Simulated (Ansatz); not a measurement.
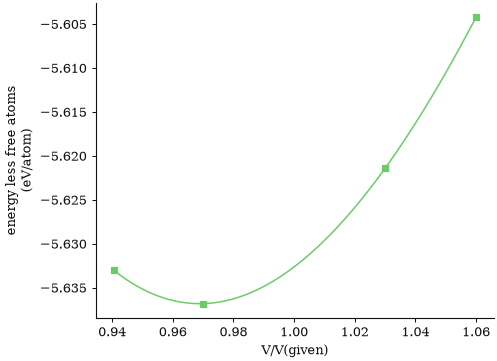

The figure shows the energy less free atoms against V/V(given) for HfH₂, space group I4/mmm (No. 139).

The given structure:
```yaml
crystal:
  lattice:
    - [-1.73070, 1.73070, 2.14480]
    - [1.73070, -1.73070, 2.14480]
    - [1.73070, 1.73070, -2.14480]
  atoms:
    - { symbol: Hf, position: [0.00000, 0.00000, 0.00000] }
    - { symbol: H, position: [0.25000, 0.75000, 0.50000] }
    - { symbol: H, position: [0.75000, 0.25000, 0.50000] }
```

Method: periodic Kohn-Sham DFT of a crystal at fixed atoms, scaled to the stated factor times the given cell; pressure positive in compression, energy less spherical unpolarised free atoms (Ansatz 0.2.0). Level: LDA.

method all-electron LAPW; relativity scalar; k mesh 15×15×15; occupations Fermi–Dirac; smearing width 0.03 eV; basis error target 0.5 (meV/atom); nucleus Gaussian.

V(given) is 8.57 Å³/atom.

From this curve and the settings, what does the calculation give for the pressure at the same points?

The pressure falls from 5.2 GPa at V/V(given) 0.941 to −12.4 GPa at 1.060, and changes sign near 0.969.

```tsv
V/V(given)	pressure (GPa)
0.941	5.2
0.970	-0.2
1.030	-8.9
1.060	-12.4
```

Limits of the calculation: no spin-orbit coupling on heavy atoms; shape and atomic fractions are frozen while scaling, which makes layered, chain and framework solids too stiff.
